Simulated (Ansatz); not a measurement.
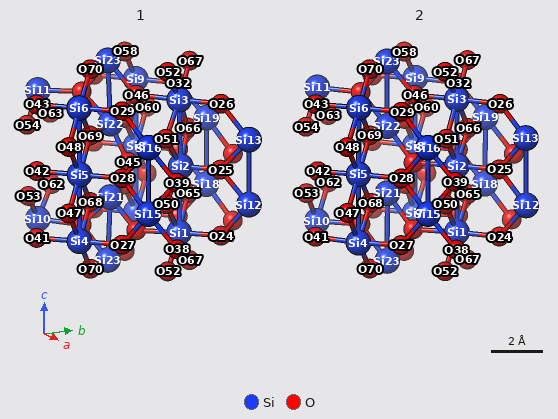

Two geometries of a defect cell of composition Si23O47, drawn at one scale. One is the start of a relaxation, the other its converged end. A ball-and-stick model of the atoms within 5.0 Å of the atom that moves most (axes of the cell of the calculation (origin shifted)), seen slightly off an axis.

Theory: DFT, PBEsol, PAW, plane waves (Ansatz 0.2.0). (plane-wave cutoff 420 eV; k-point mesh 1 × 1 × 1; mesh shifted by (0.25, 0.25, 0.25); no spin polarisation; atoms relaxed in a fixed cell; force threshold 0.03 eV/Å; at most 80 steps)

**Which geometry has the lower energy?**

Structure 1 is the relaxed one. After 8 geometry steps the energy has fallen by 3.980 eV per cell of the calculation. The largest force component goes from 4.4 to 0.017 eV/Å. The atom that moves furthest is an O atom (0.28 Å along [−1 −1 0]). By element the largest moves are O 0.28 Å, Si 0.17 Å. The cell stays as it was. Some distances before and after: O–Si 1.847 → 2.243 Å, Si–Si 2.723 → 2.540 Å, O–Si 1.816 → 1.677 Å, O–Si 1.779 → 1.660 Å. Bond angles that change, for instance: Si–O–Si 100.7° → 126.3°, O–Si–O 177.7° → 161.2°, O–Si–O 178.0° → 161.7°. Cost: 10 s on 1 × NVIDIA GB300 Max-Q with 8 threads of Arm Neoverse-V2, peak memory 1.6 GiB.

Limits of the set-up: the periodic images lie only 8.0 Å apart, so the values are limited by the cell's size.
